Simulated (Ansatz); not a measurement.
# GaAs: what the fields show

```
Ga As
1.0
     4.07117    0.00000    0.00000
     0.00000   12.43065    0.00000
     0.00000    0.00000    6.20424
Ga As
6 6
Direct
  0.00000 0.64573 0.09637
  0.50000 0.85427 0.90363
  0.00000 0.00000 0.40340
  0.50000 0.14573 0.90363
  0.00000 0.35427 0.09637
  0.50000 0.50000 0.59660
  0.50000 0.65031 0.86235
  0.00000 0.84969 0.13765
  0.50000 0.00000 0.63111
  0.00000 0.15031 0.13765
  0.50000 0.34969 0.86235
  0.00000 0.50000 0.36889
```

Space group Pmmn; a structure generated by program, which may or may not match a known phase.

Method: DFT PBE, scalar-relativistic, plane waves, PAW in Ansatz 0.2.0.

Core electrons are frozen (PAW), and the valence fields are smoothed inside the atomic spheres.

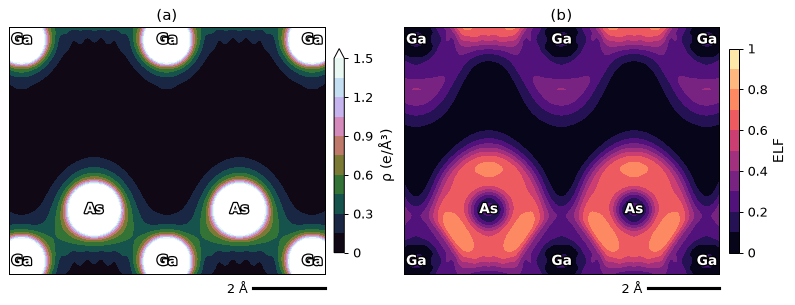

Figure 1. (a) valence pseudo-density; (b) ELF on the (010) plane of the conventional cell.

Describe what can be read from this map.

Answer. The plane passes through Ga and As nuclei. Ga–As (2.50 Å): ρ at the midpoint is about 0.46 e/Å³; the ELF peaks at about 0.75 between the atoms. Between the atoms the lowest density in this plane is 0.007 e/Å³.

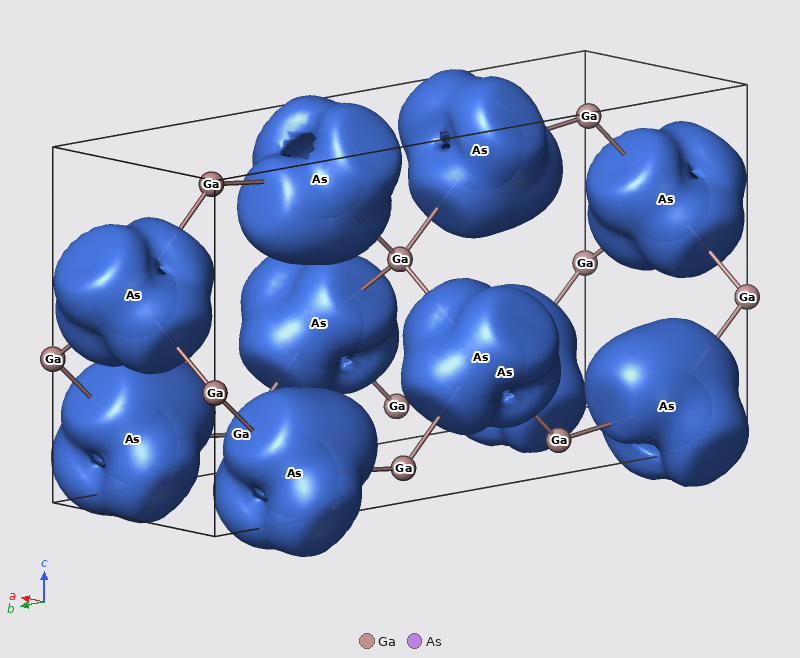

Figure 2. Isosurface of the electron localisation function at 0.6 (blue), seen at an oblique angle. Only the valence region is drawn (cores and ρ < 0.01 e/Å³ removed). Sticks mark near contacts.

Describe the localisation domains.

Answer. The ELF exceeds this value in six regions on As in which the atom's valence shell and bonds are merged, counted in one cell of 12 atoms. Regions shared between cells count once. Along the contacts the grid gives the following. Ga–As (2.48 Å): the ELF peaks at about 0.80 between the atoms. Ga–As (2.55 Å): the ELF peaks at about 0.75 between the atoms.

Metal or insulator at this level of theory?

Answer. It is metallic or semimetallic at this level of theory: no gap opens.
